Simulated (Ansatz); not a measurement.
**SnTe: density, localisation and related maps**

```yaml
crystal:
  lattice:
    - [3.11934, 3.11934, 0.00000]
    - [-3.18236, 3.18236, 0.00000]
    - [0.00000, 0.00000, 6.30170]
  atoms:
    - { symbol: Te, position: [0.50000, 0.50000, 0.00000] }
    - { symbol: Te, position: [0.00000, 0.00000, 0.50000] }
    - { symbol: Sn, position: [0.00000, 0.00000, 0.00000] }
    - { symbol: Sn, position: [0.50000, 0.50000, 0.50000] }
```

Space group Immm; computed pressure about 2 GPa in this cell.

Level of theory: Ansatz 0.2.0, Kohn-Sham DFT of a periodic cell, PBE, Ansatz PAW.

The density is the valence pseudo-density of a PAW calculation; it isn't the true density close to the nuclei.

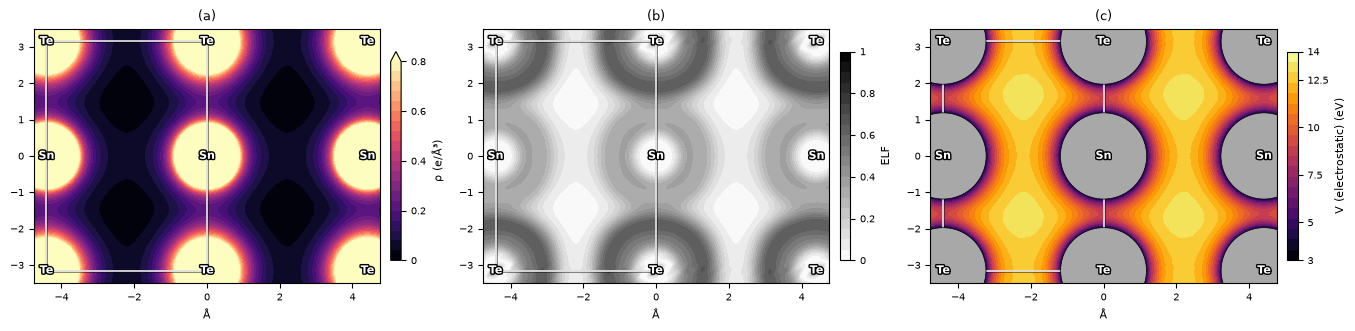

Figure 1. (a) valence charge density (pseudo); (b) electron localisation function; (c) electrostatic potential energy of an electron on the (010) plane of the conventional cell. Grey discs cover the atomic cores in the potential map.

**Describe what can be read from this map.**

- The plane passes through Te and Sn nuclei.
- Sn–Te (3.15 Å): the density is about 0.22 e/Å³ at the midpoint; the ELF peaks at about 0.65 in the valence shell of Te, 1.3 Å from its nucleus, and drops to about 0.30 between the two atoms.
- Between the atoms the lowest density in this plane is 0.02 e/Å³.
- Outside the cores the potential energy rises away from the atoms and is highest about 2.7 Å from the nearest atoms; its zero is arbitrary.

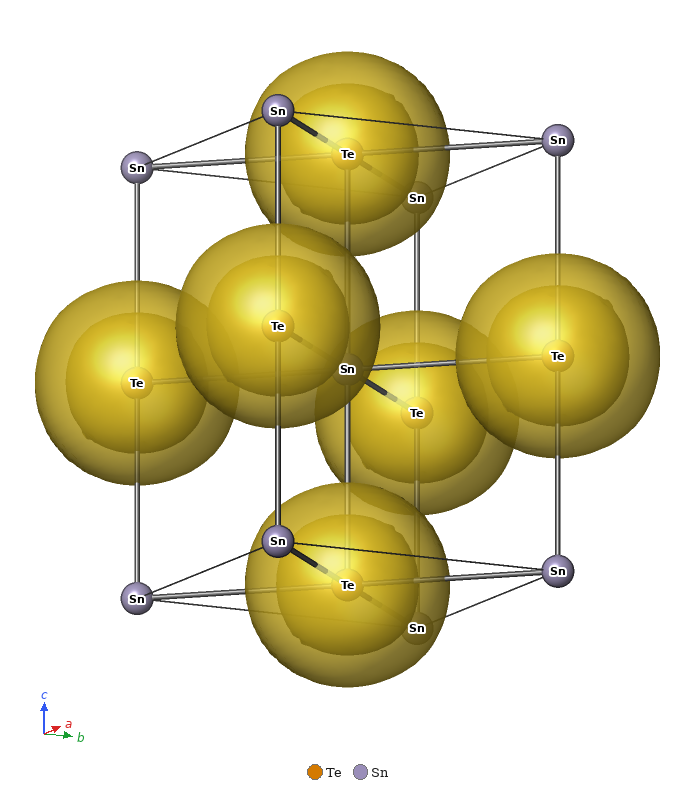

Figure 2. Isosurface of the ELF at 0.55 (yellow), seen at an oblique angle. Only the valence region is drawn (cores and ρ < 0.01 e/Å³ removed). Sticks mark near contacts.

**Where are the electrons localised?**

The ELF exceeds this value in two regions wrapped around Te (the valence shell of each), counted in one cell of 4 atoms. Any copies at cell faces, edges or corners count once.

**Metal or insulator at this level of theory?**

It is metallic or semimetallic at this level of theory: no gap opens.
